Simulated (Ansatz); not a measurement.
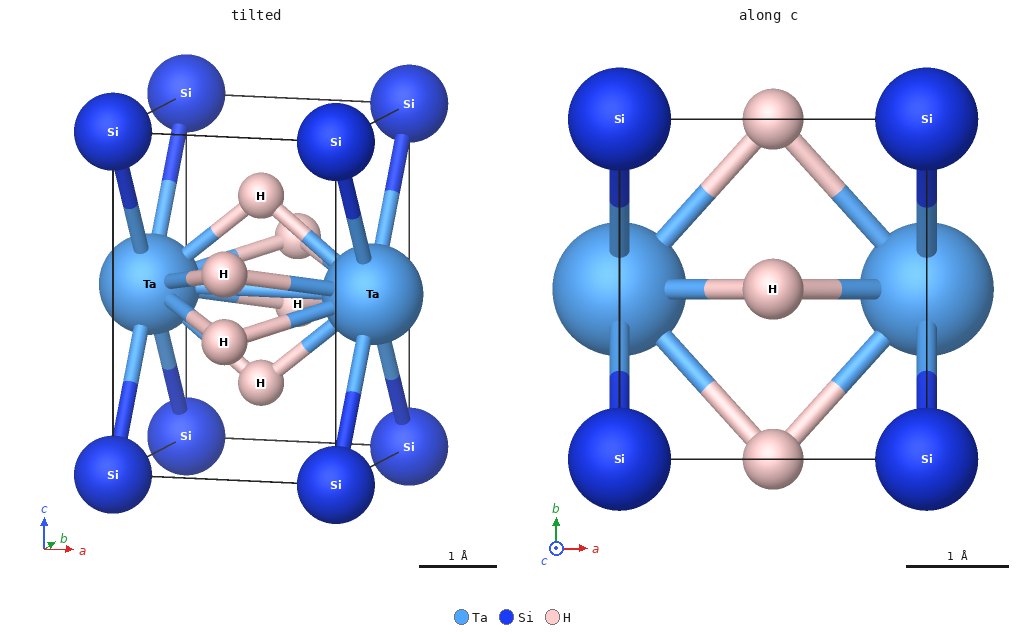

Drawn in the ball-and-stick manner and seen slightly off an axis and along the c axis. The box is the conventional unit cell; atoms on or close to its faces, edges and corners are drawn wherever they repeat. Cell: a = 3.03 Å, b = 3.36 Å, c = 4.53 Å, α = 90.00°, β = 90.00°, γ = 90.00°.

It derives from a structure type filled with these elements by a generator (whether the compound takes this form wasn't checked). Earlier steps of the study may have refined or changed the cell and positions. It was the input of a calculation with Ansatz.

Notes on the structure:

Answer. It has the composition TaSiH₄. The symmetry is that of Pmmm (No. 47), on a primitive orthorhombic lattice. The cell comprises 1 formula unit: 1 Ta, 1 Si, 4 H. Ta is linked to twelve H, four Si and two Ta (about 2.0 to 2.3 Å to H, 2.8 Å to Si, 3.0 Å to Ta). The Si atoms are each bonded to four Ta at about 2.8 Å. H takes two kinds of site: 2s with four Ta at about 2.3 Å; 2t with two Ta in a bent arrangement at about 2.0 Å. Not all metal-metal contacts are counted. The bonds build a three-dimensional framework.

Setup: DFT PBE, scalar-relativistic, plane waves, PAW (Ansatz); E_cut = 420 eV, a 12×12×8 sampling of the Brillouin zone, Gaussian smearing of 0.1 eV, no spin polarisation.

Metal or not?

Answer. A metal: bands cross the Fermi level.

How charged are the atoms, by the Bader scheme?

Answer. Ta +1.29 e; Si -0.25 e; H -0.42 to -0.11 e.

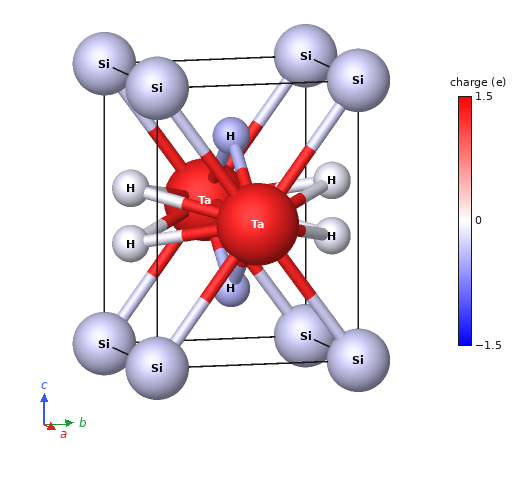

The atoms coloured by those charges. The run's cell of 6 atoms is drawn.

Is this the optimised geometry for these settings?

Answer. Yes. All forces vanish to within 0.01 eV/Å. The pressure is 0.0 GPa, close to zero.
